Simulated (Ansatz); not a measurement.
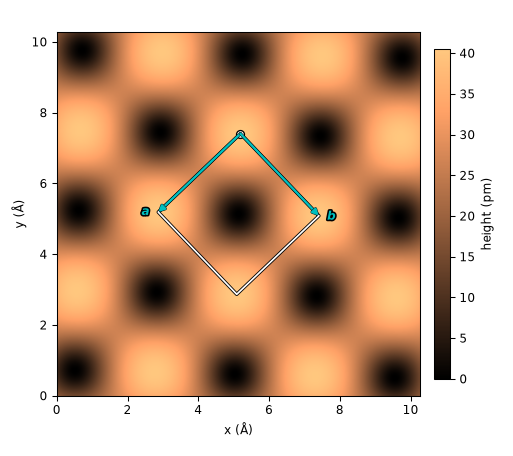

Constant-current image at a set point of 3.0 × 10⁻⁶ e/Å³ of Sc(100) (Fm-3m bulk, 5 atomic planes (those closer than 0.6 Å count as one), 9 Å), sample bias −0.25 V. The white outline is the surface cell of the coordinates below, with its origin (dot) on a lattice point and its vectors a and b marked.

Model: Tersoff–Hamann, s-wave tip, no tip–sample forces. Bias windows are sharp sums over the levels of the k mesh.

Theory: DFT PBEsol, scalar-relativistic, plane waves, PAW in Ansatz. Cutoff 420 eV, 22 × 22 k-points, Gaussian smearing 0.1 eV, dipole correction. The slab is a cut without reconstruction beyond its cell, at the source's lattice constants, with its lower half held fixed and the rest relaxed. This isn't the element's usual hcp form. No spin polarisation. The run couldn't confirm all of its levels under its output density. The run warns that the functional's potential is rough in the thin density of the vacuum, where the tip is; weak contrasts and barriers may feel it.

```
Sc
1.0
     3.21097    0.00000    0.00000
     0.00000    3.21097    0.00000
     0.00000    0.00000   26.08200
Sc
5
Direct
  0.50000 0.50000 0.32590
  0.00000 0.00000 0.41295
  0.50000 0.50000 0.50051
  0.00000 0.00000 0.58838
  0.50000 0.50000 0.66961
```

The last single point, restarted from the relaxation's density, took 2.7 min on 1 thread of Arm Neoverse V1, with other jobs on the host, peak memory 0.92 GiB.

What lies under the maxima and minima of this image?

Answer. The brightest spots lie over the sites above the Sc atoms 2.1 Å below the top plane; the darkest points are over the top Sc atoms. The corrugation is 41 pm at a mean tip height of 5.0 Å.
